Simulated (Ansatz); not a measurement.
# Run report: Si$_{7}$O$_{16}$ (charge +1), geometry relaxation (part 1 of 2)

The run: geometry relaxation of Si$_{7}$O$_{16}$ (defect cell, 23 atoms in the cell, total charge +1). Method and program: DFT PBE, scalar-relativistic, plane waves, PAW, spin-polarised (Ansatz 0.2.0).

The structure derives from a Materials Project entry. It belongs to a series of runs on one base structure; here: Si vacancy (site a), charge +1, atoms relaxed at the host's cell, started again with a moment of 1 μB. Figures and captions count atoms from 1; the log counts them from 0 in places.

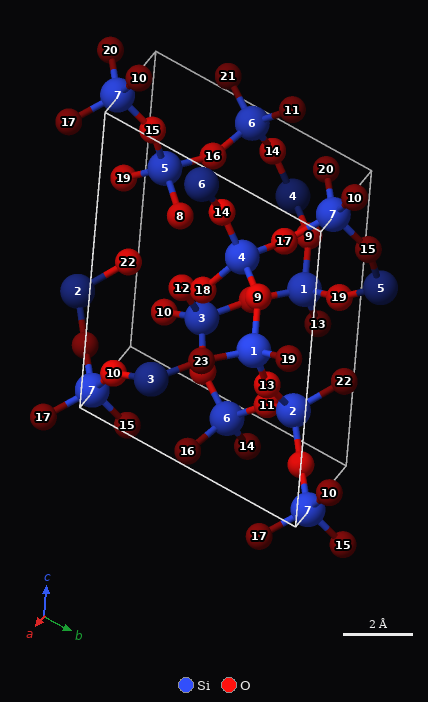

The structure as given in the input (ball-and-stick view of the cell of the calculation, seen slightly off an axis; neighbours outside the cell are drawn fainter; atoms are numbered from 1 in the order of the input). An atom can appear more than once, as a periodic image. Near neighbours in the periodic cell (some may lie outside the picture): Si has 4 O at 1.61 to 1.71 Å; O has 1 Si at 1.70 to 1.71 Å; O has 2 Si at 1.61 to 1.64 Å.

## The input
```yaml
crystal:
  lattice:
    - [-5.0832710556, -5.0832710556, 0.0]
    - [-5.0832710556, 5.0832710556, 0.0]
    - [5.0832710556, 0.0, -7.0988987737]
  atoms:
    - { symbol: Si, position: [0.0249510982, 0.7533279628, 0.5029705975] }
    - { symbol: Si, position: [0.6056843041, 0.8672190699, 0.2586796303] }
    - { symbol: Si, position: [0.135314586, 0.332425981, 0.2583914779] }
    - { symbol: Si, position: [0.8538047457, 0.6324216598, 0.7351910773] }
    - { symbol: Si, position: [0.384795005, 0.1617267253, 0.7484531217] }
    - { symbol: Si, position: [0.2140869849, 0.4973867524, 1.001590182] }
    - { symbol: Si, position: [0.7217461769, 0.9924978306, 0.9979942996] }
    - { symbol: O, position: [0.4872948812, 0.2684781268, 0.651608701], spin: 0.25 }
    - { symbol: O, position: [-0.0111057731, 0.7456870474, 0.6737925146] }
    - { symbol: O, position: [0.9548246612, 0.1274816458, 0.158364703] }
    - { symbol: O, position: [0.3904623694, 0.7052956547, 0.1685408924] }
    - { symbol: O, position: [0.3626805416, 0.2780896744, 0.3864188081], spin: 0.25 }
    - { symbol: O, position: [0.8110245122, 0.7826293392, 0.354169528] }
    - { symbol: O, position: [-0.0008814309, 0.5553195532, 0.8858791549] }
    - { symbol: O, position: [0.5831808774, 0.1330688787, 0.90767921] }
    - { symbol: O, position: [0.2886445377, 0.3512154386, 0.8469502099] }
    - { symbol: O, position: [0.7242685613, 0.7871656526, 0.8247439096] }
    - { symbol: O, position: [0.6976753217, 0.4399753992, 0.5135502462], spin: 0.25 }
    - { symbol: O, position: [0.2134835661, 0.9491551981, 0.594008736] }
    - { symbol: O, position: [0.6091738989, 0.9215744202, 0.0984233346] }
    - { symbol: O, position: [0.1671825745, 0.3635924801, 0.0971434989] }
    - { symbol: O, position: [0.6286555994, 0.0855058536, 0.4509009326], spin: 0.25 }
    - { symbol: O, position: [0.086604478, 0.5382317095, 0.3940946251] }
  host:
    lattice:
      - [5.0832710556, 0.0, 0.0]
      - [0.0, 5.0832710556, 0.0]
      - [0.0, 0.0, 7.0988987737]
    atoms:
      - { symbol: Si, position: [0.7060628818, 0.7060628818, 0.5] }
      - { symbol: Si, position: [0.7939371182, 0.2060628818, 0.75] }
      - { symbol: Si, position: [0.2060628818, 0.7939371182, 0.25] }
      - { symbol: Si, position: [0.2939371182, 0.2939371182, 0.0] }
      - { symbol: O, position: [0.9063931383, 0.7588500267, 0.3257041566] }
      - { symbol: O, position: [0.0936068617, 0.2411499733, 0.8257041566] }
      - { symbol: O, position: [0.7588500267, 0.9063931383, 0.6742958434] }
      - { symbol: O, position: [0.2588500267, 0.5936068617, 0.0757041566] }
      - { symbol: O, position: [0.2411499733, 0.0936068617, 0.1742958434] }
      - { symbol: O, position: [0.4063931383, 0.7411499733, 0.4242958434] }
      - { symbol: O, position: [0.5936068617, 0.2588500267, 0.9242958434] }
      - { symbol: O, position: [0.7411499733, 0.4063931383, 0.5757041566] }
total_charge: 1
basis:
  ecutwfc: 420
  xc_grid: 2
kpoints:
  mp_grid: { grid: [2, 2, 2], shift: [0.0, 0.0, 0.0] }
hamiltonian:
  xc: pbe
scf:
  occupations: { method: gaussian, width: 0.01 }
output:
  forces: true
  stress: false
  eigenvalues: true
  populations: true
  charged_corrections:
    defect_position: [0.54393712, 0.25, 0.5]
    epsilon: [[4.1123, 0.0, 0.0], [0.0, 4.1123, 0.0], [0.0, 0.0, 3.9219]]
  write_density: true
  write_potential: true
  elf: true
  volumetric_format: npy
magnetization:
  spin_polarized: true
relax:
  adjacent_minimum: "off"
  f_tol: 0.025
  max_steps: 45
```

Launch command:
```bash
ansatz run input.yaml --threads 4 --pin off --max-ram 10240MiB --backend cpu --events-out ev --progress --plain --runs-dir out
```

## The program's output
```
Engine: ansatz 0.2.0, x86_64-unknown-linux-gnu
Pseudopotentials: kind: paw
Pseudopotential: Si, paw, valence charge 4, recommended cutoff 420 eV (normal), Si.paw.azcp
Pseudopotential: O, paw, valence charge 6, recommended cutoff 420 eV (normal), O.paw.azcp
Functional definition: PBE
  parameter kappa = 0.804
  parameter beta = 0.06672455060314922
  exchange = pbe_x(kappa = kappa, mu = beta*pi^2/3)
  correlation = pbe_c(beta = beta)
Crystal: 23 atoms, lattice volume = 366.866 Å³
Basis set: ecut = 420 eV, 7143 PW (Γ), exchange–correlation on 100×100×120 points (8 copies of the dense FFT grid, shifted against one another)
Bands: 85, of which v1, the nominal top of the filled ones, is band 62 counted from 1 (61 counted from 0)
Symmetry: 1 space group operations
Space group: P1 (ITA 1), of the structure as read, at distance tolerance 7.2e-5 Å
Magnetic group: BNS 1.1 (UNI 1), of the structure as read, at distance tolerance 7.2e-5 Å
k-points: 8
Non-local potential: Si, projectors of the file, l = 0: 2, l = 1: 2, l = 2: 2
Non-local potential: O, projectors of the file, l = 0: 2, l = 1: 2, l = 2: 1
PAW form: soft (Blöchl's): semilocal exchange-correlation on the pseudo side does not see the compensation charge
PAW one-centre angular grid: Si, 110 points (default); XC on 64 Gauss nodes
PAW one-centre angular grid: O, 110 points (default); XC on 64 Gauss nodes
Initial density: superposition of atomic densities (chi_scale 0.1, normalization cell, long waves kept (reshape's long-wave potential 0.28 eV rms))
Starting moments: Σ|m| = 1 μB on 4 of 23 sites
Initial wavefunctions: pseudopotential atomic-orbital guess
Functional: x = pbe(κ = 0.804, μ = 0.2195149727645171), c = pbe(β = 0.06672455060314922)
SCF iter   1: F=—  HF=-13556.989028 eV  |F-HF|=—  |Δ(HF+E_count)|=         —  Δρ=6.78e-2 (↑6.78e-2 ↓6.58e-2)  dr2=6.13e1  dr2_m=3.06e-1  M=1.028 μB ∫|m|=1.085 μB  β_m=0.30  ethr=3.10e-3  ⟨swp⟩=6.0  Hψ=5981  notcnv=0  defer=70
preconditioner: auto → Resta (q_TF=auto, 2.274 Å⁻¹)  ε∞=2.7  [insulator: Δε(μ)=0.018 eV  Ē_g=16.663 eV  σ=0.010 eV  W_gap=0.79  n_scr=68 (ndim 8)  ℏωp=21.5 eV  f_vac=0.170  D(μ)=7.22/eV (n_scr^D=36)  ε∞_Penn≈2.7]
spin=Collinear: Resta preconditioning applied to the charge; magnetization (m = ρ↑ − ρ↓) channel mixes plain (no charge-response kernel on spin).
SCF iter   2: F=—  HF=-13545.247379 eV  |F-HF|=—  |Δ(HF+E_count)|=    1.17e1  Δρ=5.68e-2 (↑5.41e-2 ↓5.68e-2)  dr2=5.92e1  dr2_m=1.63e-1  M=1.000 μB ∫|m|=1.072 μB  β_m=0.30  ethr=3.10e-3  ⟨swp⟩=3.0  Hψ=2694  notcnv=0  defer=285
SCF iter   3: F=—  HF=-13548.174656 eV  |F-HF|=—  |Δ(HF+E_count)|=    2.93e0  Δρ=5.63e-2 (↑4.75e-2 ↓5.63e-2)  dr2=4.45e1  dr2_m=5.06e-1  M=1.000 μB ∫|m|=1.115 μB  β_m=0.30  ethr=3.10e-3  ⟨swp⟩=3.6  Hψ=3257  notcnv=0  defer=292
SCF iter   4: F=—  HF=-13544.384409 eV  |F-HF|=—  |Δ(HF+E_count)|=    3.79e0  Δρ=5.20e-2 (↑4.66e-2 ↓5.20e-2)  dr2=4.79e1  dr2_m=3.56e-1  M=1.000 μB ∫|m|=1.108 μB  β_m=0.30  ethr=3.10e-3  ⟨swp⟩=2.9  Hψ=2583  notcnv=0  defer=293
SCF iter   5: F=—  HF=-13542.854492 eV  |F-HF|=—  |Δ(HF+E_count)|=    1.53e0  Δρ=3.86e-2 (↑3.34e-2 ↓3.86e-2)  dr2=2.20e1  dr2_m=4.16e-1  M=1.000 μB ∫|m|=1.190 μB  β_m=0.30  ethr=3.10e-3  ⟨swp⟩=2.1  Hψ=1688  notcnv=0  defer=292
SCF iter   6: F=—  HF=-13545.278271 eV  |F-HF|=—  |Δ(HF+E_count)|=    2.42e0  Δρ=6.80e-2 (↑5.67e-2 ↓6.80e-2)  dr2=8.63e1  dr2_m=3.62e-1  M=1.000 μB ∫|m|=1.080 μB  β_m=0.30  ethr=3.10e-3  ⟨swp⟩=3.9  Hψ=2130  notcnv=0  defer=292
SCF iter   7: F=—  HF=-13540.788644 eV  |F-HF|=—  |Δ(HF+E_count)|=    4.49e0  Δρ=2.44e-2 (↑2.23e-2 ↓2.44e-2)  dr2=7.30e0  dr2_m=2.04e-1  M=1.000 μB ∫|m|=1.293 μB  β_m=0.30  ethr=3.10e-3  ⟨swp⟩=2.2  Hψ=2071  notcnv=0  defer=294
SCF iter   8: F=—  HF=-13540.632182 eV  |F-HF|=—  |Δ(HF+E_count)|=   1.56e-1  Δρ=2.26e-2 (↑2.03e-2 ↓2.26e-2)  dr2=2.65e0  dr2_m=9.82e-1  M=2.891 μB ∫|m|=2.902 μB  β_m=1.00  ethr=3.10e-3  ⟨swp⟩=2.0  Hψ=1164  notcnv=0  defer=294
SCF iter   9: F=—  HF=-13540.997815 eV  |F-HF|=—  |Δ(HF+E_count)|=   3.66e-1  Δρ=1.64e-2 (↑1.34e-2 ↓1.64e-2)  dr2=1.32e0  dr2_m=4.67e-1  M=4.000 μB ∫|m|=4.036 μB  β_m=1.00  ethr=2.15e-3  ⟨swp⟩=2.5  Hψ=1847  notcnv=0  defer=284
SCF iter  10: F=—  HF=-13541.262219 eV  |F-HF|=—  |Δ(HF+E_count)|=   2.64e-1  Δρ=1.51e-2 (↑1.24e-2 ↓1.51e-2)  dr2=2.21e-1  dr2_m=5.36e-1  M=5.000 μB ∫|m|=5.061 μB  β_m=0.30  ethr=1.07e-3  ⟨swp⟩=2.1  Hψ=1505  notcnv=0  defer=279
SCF iter  11: F=—  HF=-13541.516474 eV  |F-HF|=—  |Δ(HF+E_count)|=   2.54e-1  Δρ=1.18e-2 (↑9.53e-3 ↓1.18e-2)  dr2=1.14e-1  dr2_m=3.42e-1  M=5.000 μB ∫|m|=5.079 μB  β_m=0.30  ethr=1.80e-4  ⟨swp⟩=2.4  Hψ=1695  notcnv=0  defer=290
SCF iter  12: F=—  HF=-13541.669024 eV  |F-HF|=—  |Δ(HF+E_count)|=   1.53e-1  Δρ=9.59e-3 (↑7.15e-3 ↓9.59e-3)  dr2=1.35e-1  dr2_m=2.18e-1  M=5.000 μB ∫|m|=5.094 μB  β_m=0.30  ethr=9.30e-5  ⟨swp⟩=2.0  Hψ=1557  notcnv=0  defer=290
SCF iter  13: F=—  HF=-13541.749574 eV  |F-HF|=—  |Δ(HF+E_count)|=   8.05e-2  Δρ=6.92e-3 (↑5.44e-3 ↓6.92e-3)  dr2=5.93e-2  dr2_m=1.20e-1  M=5.000 μB ∫|m|=5.106 μB  β_m=0.30  ethr=9.30e-5  ⟨swp⟩=2.0  Hψ=1230  notcnv=0  defer=290
Mixer restart at iter 13: flushing history
spin-set hold released at iteration 13 (site moments contracting): the magnetisation degrees of freedom join the quasi-Newton model from the next iteration; the mixer history was flushed
SCF iter  14: F=—  HF=-13541.795268 eV  |F-HF|=—  |Δ(HF+E_count)|=   4.57e-2  Δρ=5.40e-3 (↑4.30e-3 ↓5.40e-3)  dr2=3.66e-2  dr2_m=6.96e-2  M=5.000 μB ∫|m|=5.117 μB  β_m=0.46  ethr=4.82e-5  ⟨swp⟩=2.6  Hψ=1882  notcnv=0  defer=294
SCF iter  15: F=—  HF=-13541.836206 eV  |F-HF|=—  |Δ(HF+E_count)|=   4.09e-2  Δρ=4.73e-3 (↑2.81e-3 ↓4.73e-3)  dr2=7.88e-2  dr2_m=3.76e-2  M=5.000 μB ∫|m|=5.129 μB  β_m=0.54  ethr=2.98e-5  ⟨swp⟩=3.0  Hψ=2102  notcnv=0  defer=298
SCF iter  16: F=—  HF=-13541.861884 eV  |F-HF|=—  |Δ(HF+E_count)|=   2.57e-2  Δρ=2.94e-3 (↑5.88e-4 ↓2.94e-3)  dr2=4.69e-2  dr2_m=6.29e-3  M=5.000 μB ∫|m|=5.151 μB  β_m=0.43  ethr=2.98e-5  ⟨swp⟩=3.0  Hψ=2190  notcnv=0  defer=298
SCF iter  17: F=—  HF=-13541.857898 eV  |F-HF|=—  |Δ(HF+E_count)|=   3.99e-3  Δρ=1.10e-3 (↑3.30e-4 ↓1.10e-3)  dr2=2.72e-3  dr2_m=1.10e-3  M=5.000 μB ∫|m|=5.154 μB  β_m=0.63  ethr=2.98e-5  ⟨swp⟩=2.3  Hψ=1650  notcnv=0  defer=299
SCF iter  18: F=—  HF=-13541.859772 eV  |F-HF|=—  |Δ(HF+E_count)|=   1.87e-3  Δρ=1.56e-3 (↑2.94e-4 ↓1.56e-3)  dr2=1.39e-2  dr2_m=1.61e-3  M=5.000 μB ∫|m|=5.154 μB  β_m=0.63  ethr=2.21e-6  ⟨swp⟩=2.5  Hψ=2094  notcnv=0  defer=299
SCF iter  19: F=—  HF=-13541.858811 eV  |F-HF|=—  |Δ(HF+E_count)|=   9.61e-4  Δρ=2.79e-4 (↑1.32e-4 ↓2.79e-4)  dr2=4.86e-4  dr2_m=4.94e-5  M=5.000 μB ∫|m|=5.154 μB  β_m=0.57  ethr=2.21e-6  ⟨swp⟩=2.2  Hψ=2007  notcnv=0  defer=299
SCF iter  20: F=—  HF=-13541.858757 eV  |F-HF|=—  |Δ(HF+E_count)|=   5.47e-5  Δρ=1.00e-4 (↑5.54e-5 ↓1.00e-4)  dr2=4.94e-5  dr2_m=9.62e-6  M=5.000 μB ∫|m|=5.154 μB  β_m=0.61  ethr=3.95e-7  ⟨swp⟩=2.0  Hψ=1793  notcnv=0  defer=299
SCF iter  21: F=-13541.858759 eV  HF=-13541.858759 eV  |F-HF|=3.08e-7  |Δ(HF+E_count)|=   2.31e-6  Δρ=4.33e-5 (↑1.98e-5 ↓4.33e-5)  dr2=4.55e-6  dr2_m=2.40e-6  M=5.000 μB ∫|m|=5.154 μB  ethr=1.27e-8  ⟨swp⟩=20.7  Hψ=14109  notcnv=0
SCF 1 converged in 21 iterations: F = -13541.858759 eV  dr2 = 4.55e-6
  greatest PAW one-centre occupation: 0.892 electrons in one spin orbital (limit 2), on the O atom at site 11 (counted from 0), in its partial waves of l = 0
relax step   1: F+E_penalty+E_count = -13541.85875918 eV  Δ(F+E_penalty+E_count) = +0.000e0 eV  max|allowed force component| = 1.275e-2 eV/Å  Δτ_max = 0.0000 Å  (21 SCF iters, dr2 threshold 1.56e-5 eV, accepted)
Initial density: handed on by an earlier stage of this run
Starting moments: Σ|m| = 1 μB on 4 of 23 sites; this step starts from the density that it was given
Initial wavefunctions: those handed on with the density
iter 1 solved again at ethr=3.70e-9 eV; its pass at ethr=3.10e-3 eV (dr2=4.55e-6 eV) is discarded
SCF iter   1: F=—  HF=-13541.858759 eV  |F-HF|=—  |Δ(HF+E_count)|=         —  Δρ=4.33e-5 (↑1.98e-5 ↓4.33e-5)  dr2=4.55e-6  dr2_m=2.40e-6  M=5.000 μB ∫|m|=5.154 μB  β_m=0.30  ethr=3.70e-9  ⟨swp⟩=1.0  Hψ=3264  notcnv=0
preconditioner: auto → Resta (q_TF=auto, 2.274 Å⁻¹)  ε∞=2.9  [insulator: Δε(μ)=0.696 eV  Ē_g=15.492 eV  σ=0.010 eV  W_gap=1.00  n_scr=68 (ndim 8)  ℏωp=21.5 eV  f_vac=0.273  D(μ)=0.00/eV (n_scr^D=0)  ε∞_Penn≈2.9]
spin=Collinear: Resta preconditioning applied to the charge; magnetization (m = ρ↑ − ρ↓) channel mixes plain (no charge-response kernel on spin).
SCF iter   2: F=—  HF=-13541.858760 eV  |F-HF|=—  |Δ(HF+E_count)|=   8.37e-7  Δρ=3.36e-5 (↑1.48e-5 ↓3.36e-5)  dr2=2.49e-6  dr2_m=1.49e-6  M=5.000 μB ∫|m|=5.154 μB  β_m=0.45  ethr=3.70e-9  ⟨swp⟩=1.8  Hψ=1476  notcnv=0
SCF iter   3: F=—  HF=-13541.858761 eV  |F-HF|=—  |Δ(HF+E_count)|=   1.09e-6  Δρ=3.38e-5 (↑1.01e-5 ↓3.38e-5)  dr2=3.69e-6  dr2_m=1.23e-6  M=5.000 μB ∫|m|=5.154 μB  β_m=0.61  ethr=2.03e-9  ⟨swp⟩=2.0  Hψ=1666  notcnv=0
SCF iter   4: F=—  HF=-13541.858762 eV  |F-HF|=—  |Δ(HF+E_count)|=   1.21e-6  Δρ=1.95e-5 (↑7.65e-6 ↓1.95e-5)  dr2=2.33e-6  dr2_m=2.16e-7  M=5.000 μB ∫|m|=5.154 μB  β_m=0.50  ethr=2.03e-9  ⟨swp⟩=2.0  Hψ=1947  notcnv=0
SCF iter   5: F=—  HF=-13541.858762 eV  |F-HF|=—  |Δ(HF+E_count)|=   2.15e-7  Δρ=9.75e-6 (↑2.84e-6 ↓9.75e-6)  dr2=5.73e-7  dr2_m=5.57e-8  M=5.000 μB ∫|m|=5.154 μB  β_m=0.42  ethr=1.89e-9  ⟨swp⟩=2.0  Hψ=1738  notcnv=0
SCF iter   6: F=-13541.858762 eV  HF=-13541.858762 eV  |F-HF|=4.94e-9  |Δ(HF+E_count)|=   4.74e-8  Δρ=3.35e-6 (↑1.94e-6 ↓3.35e-6)  dr2=3.18e-8  dr2_m=7.91e-9  M=5.000 μB ∫|m|=5.154 μB  ethr=8.13e-11  ⟨swp⟩=8.9  Hψ=8487  notcnv=0
SCF 2 converged in 6 iterations: F = -13541.858762 eV  dr2 = 3.18e-8
relax step   2: F+E_penalty+E_count = -13541.85876173 eV  Δ(F+E_penalty+E_count) = -2.555e-6 eV  max|allowed force component| = 1.284e-2 eV/Å  Δτ_max = 0.0000 Å  (6 SCF iters, accepted)
```

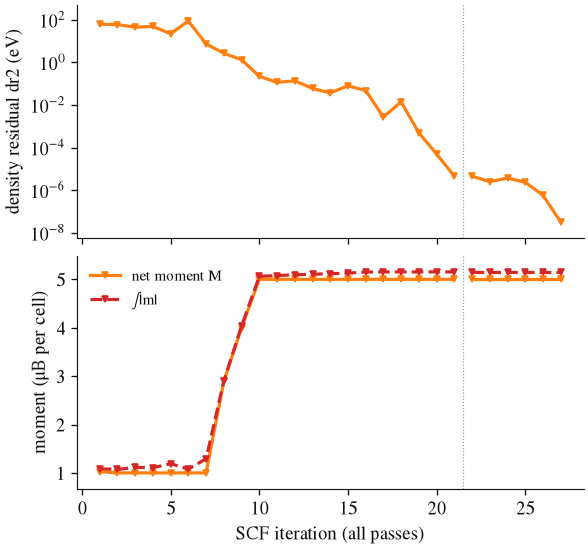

Convergence of the self-consistent field: density residual dr2 and magnetic moment against the SCF iteration. The dotted lines part the SCF passes of the relaxation: geometry steps, rejected trials and re-solves on a re-selected basis. The passes take 21 and 6 iterations. The net moment goes from 1.0 to 5.0 μB per cell.

```
SCF converged after 6 iterations
Magnetization: 5.0000 μB (64.0000 up, 59.0000 down)
Absolute magnetization: 5.1548 μB (∫|ρ↑−ρ↓|, with the PAW one-centre terms)
Spin contamination: 0.0178 ħ² per cell (⟨S²⟩ above its minimum at these occupations)
Per-site moments (μB) at R_I (Å): [(-0.0001722579518963432, 0.6686781808276147), (-0.0009712938433663953, 0.6638856277506128), (0.003558914419537796, 0.6664287010253316), (-0.002840823274026376, 0.6649222762069311), (-0.0017851614206682346, 0.6648608691670387), (0.0009398744425308695, 0.6686018979339369), (0.000867487401860461, 0.6697400830110224), (0.8818411370831499, 0.7017523897105504), (0.1015077042489062, 0.6753527730687208), (0.02701548733469515, 0.668262377628822), (0.017674882118532156, 0.6665853318893232), (0.8674962623506309, 0.7059512566534559), (0.08495425458655748, 0.6712560666024596), (0.021572847650021564, 0.6649222762069311), (0.03858092764553895, 0.6667331672934698), (0.0586948003940377, 0.6648608691670387), (0.015510781199199868, 0.665055436705631), (0.8772061149029392, 0.7056072986925233), (0.015827492867756098, 0.6659418266792558), (0.026228992500084817, 0.6638856277506128), (0.04094933929774086, 0.6664287010253316), (0.8833549223523788, 0.7036591497425565), (0.026637139503105187, 0.6668867598999434)]
Free energy (F): -13541.858762 eV
Harris-Foulkes:  -13541.858762 eV  (|F-HF|=4.94e-9)
Internal energy: -13541.858762 eV  (E = F + TS)
E sigma→0 (E₀):  -13541.858762 eV
Fermi energy:    0.428829 eV
--- Per-component energies (eV) ---
  E_band       = -821.126302
  E_kinetic    = 3117.002897
  E_local      = -9209.402282  (includes V_loc(G=0)·N_el)
  E_nonlocal   = 935.648892
  E_hartree    = 3376.829752
  E_xc         = -1555.355969
  E_vxc        = -1818.545843  (∫ρ·V_xc dr)
  E_paw        = -6127.590170  (= ΣΔE_a)
  E_vpaw       = -599.529017  (= ΣTr[D̂ρ^β])
  E_aug_tail   = 0.040233  (compensation charges beyond the density's cutoff)
  E_ewald      = -4079.032115
  E_smearing   = -0.000000  (= −TS)
  E_closure    = -0.000000  (closes the sum)
  E_deformation_potential = 9.121317  (in the stress; not in F)
  Σ components = -13541.858762   (vs F -13541.858762, Δ=0.00e0)
--- Forces (eV/Å), atoms counted from 1 ---
  atom   1  Si     0.00522377     0.00817840     0.00359175
  atom   2  Si    -0.01043036    -0.01160023     0.01002502
  atom   3  Si    -0.00090141    -0.00311272    -0.00862325
  atom   4  Si     0.00358830    -0.00087557    -0.00470468
  atom   5  Si     0.01200596    -0.00673373    -0.01001197
  atom   6  Si     0.00359880    -0.00488272     0.01283768
  atom   7  Si     0.00185621     0.01003215     0.00214339
  atom   8  O     -0.01029048     0.00366599     0.00138553
  atom   9  O      0.00021987    -0.00245536    -0.00059990
  atom  10  O     -0.00264477    -0.00285505     0.00107428
  atom  11  O     -0.01242826    -0.00018547    -0.00713546
  atom  12  O      0.00425346     0.00560084    -0.00082759
  atom  13  O      0.00286265     0.00973164     0.00302471
  atom  14  O     -0.00016829     0.00008853     0.00011794
  atom  15  O     -0.00145328     0.00794655     0.00744694
  atom  16  O     -0.00442385    -0.00456815     0.00291983
  atom  17  O      0.00087620    -0.00118525     0.00579326
  atom  18  O      0.00324155    -0.00211587     0.00140196
  atom  19  O     -0.01082961     0.00555639    -0.00870765
  atom  20  O      0.01025232    -0.00125692    -0.01148037
  atom  21  O      0.00808277    -0.00202558    -0.00392245
  atom  22  O     -0.00401255     0.00263022    -0.00240893
  atom  23  O      0.00151602    -0.00954798     0.00660765
  max |Σ_I F_I| component: 5.23e-5 eV/Å
--- Charged-cell corrections in eV (Makov–Payne, q = +1.000 e, ε = [4.112, 4.112, 3.922]) ---
  F (periodic)     = -13541.858762  (uncorrected; the corrections below are reported, never added to it)
  E_corr1          = +0.711886  (monopole, q²α_M/2ε̄L, of the cell on which ε is isotropic)
  F Makov-Payne    = -13541.146876  (F + E_corr1; no measured alignment; for a localised charge, not one spread in a band: unchecked)
  no potential alignment in this run, which stands beside a crystal: run the host's input off ansatz write-host-input, and read the two finished runs by ansatz place-levels (neither reads a slab, a wire or a sheet, whose cell leaves a vacuum)
```
